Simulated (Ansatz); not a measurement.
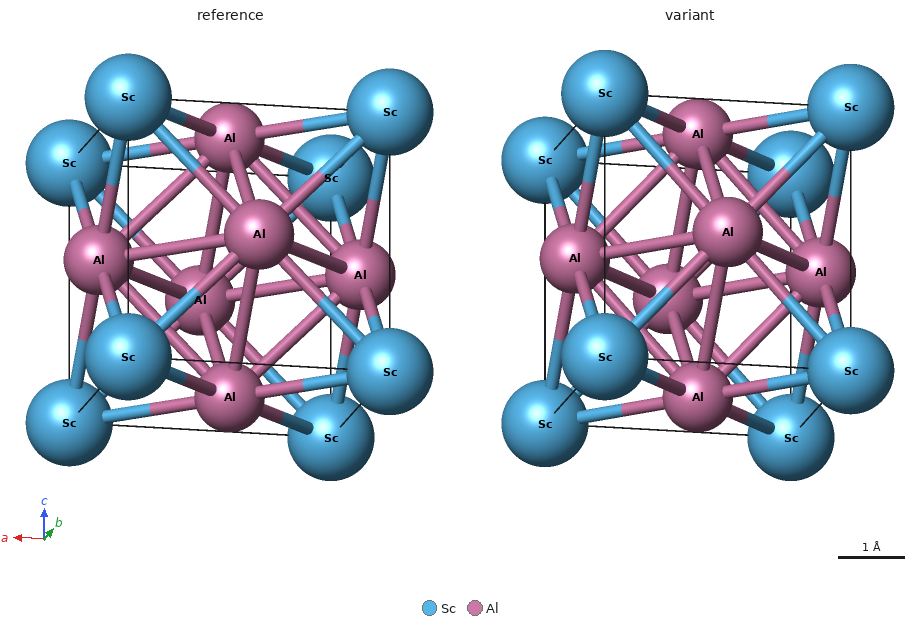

Left: solid ScAl3 (set up in Pm-3m). Right: the same structure after one change, at the same scale. The picture is a ball-and-stick view of the cell of the calculation, seen from a free direction.

Level of theory: DFT PBEsol, scalar-relativistic, plane waves, PAW in Ansatz 0.2.0. (plane-wave cutoff 420 eV; k-point mesh 14 × 14 × 14; occupations gaussian; smearing width 0.1 eV; no spin polarisation)

What was changed?

Uniaxial strain along a, −6.0 %, is applied. The b and c axes and the atoms are relaxed.

How do the computed properties respond?

It costs 35.2 meV per atom. The pressure goes from 0.0 to 3.6 GPa. The principal stresses (compression positive) are 10.8 GPa along a and none across it. Both are metals. Cell: a 4.071 → 3.827 Å (−6.0 %), b = c 4.071 → 4.130 Å (+1.4 %). Volume −3.3 %. No atom moves by more than 0.005 Å relative to the cell. Near-neighbour distances before and after: Al–Sc 2.879 → 2.815 to 2.921 Å, Al–Al 2.879 → 2.815 to 2.921 Å. The space group (tolerance 0.01 Å) goes from Pm-3m (No. 221) to P4/mmm (No. 123).
